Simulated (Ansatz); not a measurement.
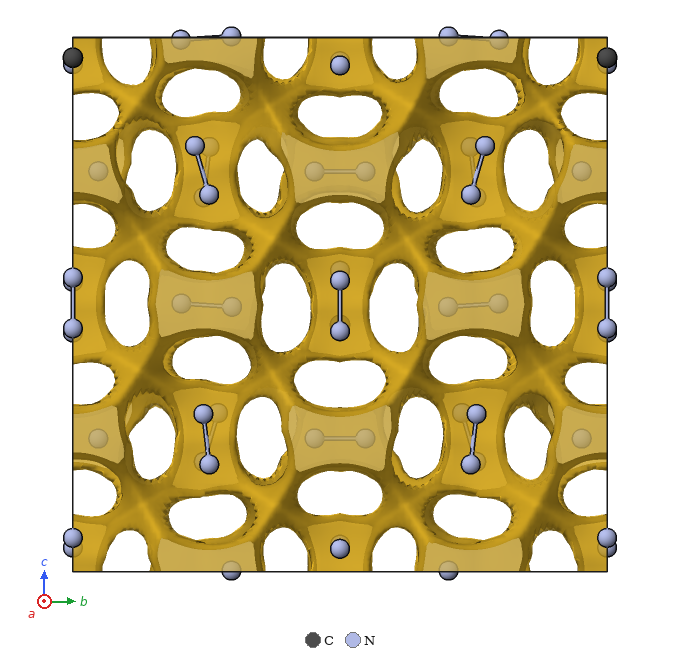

The yellow surface encloses the points that the centre of a probe sphere of radius 0.20 Å can occupy in CN$_{31}$ (Imm2, No. 44), computed on a grid of about 0.15 Å (1×1×1 cells shown, view along the a axis; pale faces close the region where the box cuts it).

Hard-sphere model; van der Waals radii (Alvarez): C 1.77 Å, N 1.66 Å.

The cell is taken from the geometry relaxed in a fixed cell with DFT PBE+D3(BJ), scalar-relativistic, plane waves, PAW in Ansatz.

```xyz
64
Lattice="10.6499 0.0000 0.0000 0.0000 11.5805 0.0000 0.0000 0.0000 11.5805" Properties=species:S:1:pos:R:3 pbc="T T T"
C     0.0000    0.0000   11.1417
N     5.3250    2.8368    2.3819
N     5.3250    8.7469    8.1143
N     5.3250    0.0000   11.0012
N     0.0000    2.9534    8.1721
N     0.0000    5.7902   10.9749
N     0.0000    0.0000    5.2741
N     5.3250    2.8336    8.1143
N     7.9631   11.0296    8.6805
N     2.7101    2.3404   11.5315
N     7.9399    2.3404   11.5315
N     2.6868   11.0296    8.6805
N     2.6389    8.1431    0.0234
N     8.0068    5.2394    8.6749
N     2.6431    5.2394    8.6749
N     2.6861    2.3529    5.8136
N     0.0000    0.0000    6.3758
N     5.3250    2.9610    9.2086
N     0.0000    2.6447    9.2297
N     5.3250    0.0000    6.2863
N     0.0000    2.8292    3.4183
N     0.0000    5.7902    6.3125
N     0.0000    0.0000    0.7331
N     0.0000    8.9358    9.2297
N     7.9631    0.5509    8.6805
N     2.6389    3.4374    0.0234
N     2.6861    9.2276    5.8136
N     2.6868    0.5509    8.6805
N     8.0350    3.4499    5.7413
N     8.0068    6.3411    8.6749
N     2.6431    6.3411    8.6749
N     2.6149    3.4499    5.7413
C     5.3250    5.7902    5.3515
N     0.0000    8.6271    8.1721
N     0.0000    2.9566    2.3240
N     0.0000    5.7902    5.2110
N     5.3250    8.7437    2.3819
N     5.3250    0.0000    5.1846
N     5.3250    5.7902   11.0644
N     0.0000    8.6239    2.3240
N     2.6381    5.2394    2.8903
N     8.0350    8.1306    5.7413
N     2.6149    8.1306    5.7413
N     8.0118    5.2394    2.8903
N     7.9638    2.3529    5.8136
N     2.6819   11.0297    2.8846
N     7.9681   11.0297    2.8846
N     8.0110    8.1431    0.0234
N     5.3250    5.7902    0.5856
N     0.0000    8.7513    3.4183
N     5.3250    8.4350    3.4395
N     0.0000    5.7902    0.4960
N     5.3250    8.6194    9.2086
N     5.3250    0.0000    0.5223
N     5.3250    5.7902    6.5234
N     5.3250    3.1455    3.4395
N     2.6381    6.3411    2.8903
N     7.9638    9.2276    5.8136
N     8.0110    3.4374    0.0234
N     8.0118    6.3411    2.8903
N     2.7101    9.2401   11.5315
N     2.6819    0.5508    2.8846
N     7.9681    0.5508    2.8846
N     7.9399    9.2401   11.5315
```

Question: Is the space open to the probe made of pockets or channels?

Answer: Where they connect, they form a three-dimensional network.

Question: What share of the cell can the probe's centre reach?

Answer: About 15 % of the volume (220 Å³ of 1428.2 Å³).

Question: Give the largest included and the largest free sphere.

Answer: The largest sphere that fits anywhere has a diameter of 1.57 Å; the largest that can travel through the crystal, about 0.8 Å.

Question: How does the connectivity change as the probe shrinks?

Answer: Below a radius of about 0.40 Å the space forms a three-dimensional network. These are grid estimates, good to about 0.05 Å.
